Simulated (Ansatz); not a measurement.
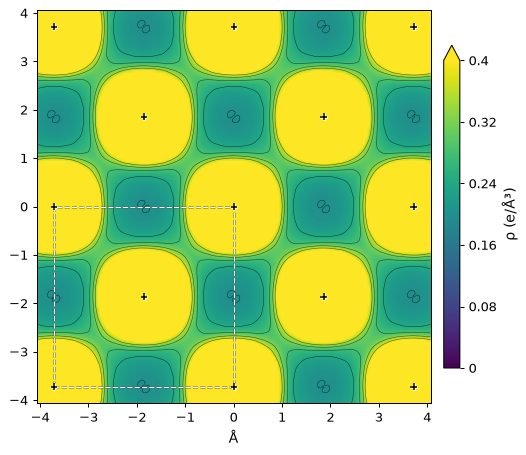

The valence pseudo-density on a plane through atoms (crosses mark nuclei in the plane).

These are results of Ansatz 0.2.0, DFT, PBE, plane waves (420 eV) with PAW, scalar-relativistic, not measurements.

Candidates:
A. Pt, a = 4.53 Å, b = 4.53 Å, c = 2.70 Å, α = 90.00°, β = 90.00°, γ = 120.00°. Space group P6/mmm; set up as Pt, omega (AlB2-type); a generated structure, not necessarily the stable one; changed on purpose from its base cell (volume × 1.0).
B. Ru, a = 4.33 Å, b = 4.33 Å, c = 2.72 Å, α = 90.00°, β = 90.00°, γ = 120.00°. Space group P6/mmm; set up as Ru, omega (AlB2-type); a generated structure, not necessarily the stable one; changed on purpose from its base cell (volume × 1.04); computed pressure about −10 GPa in this cell; computed without spin polarisation.
C. Cr, a = 3.72 Å, b = 3.72 Å, c = 3.72 Å, α = 90.00°, β = 90.00°, γ = 90.00°. Space group Fm-3m; set up as Cr, fcc; a generated structure, not necessarily the stable one; changed on purpose from its base cell (volume × 1.08); computed pressure about −16 GPa in this cell; computed without spin polarisation.

**Which candidate gave the map?**

Candidate C: Cr on the (010) plane of the conventional cell, which holds Cr. Cr–Cr (2.63 Å): ρ at the midpoint is about 0.3 e/Å³.
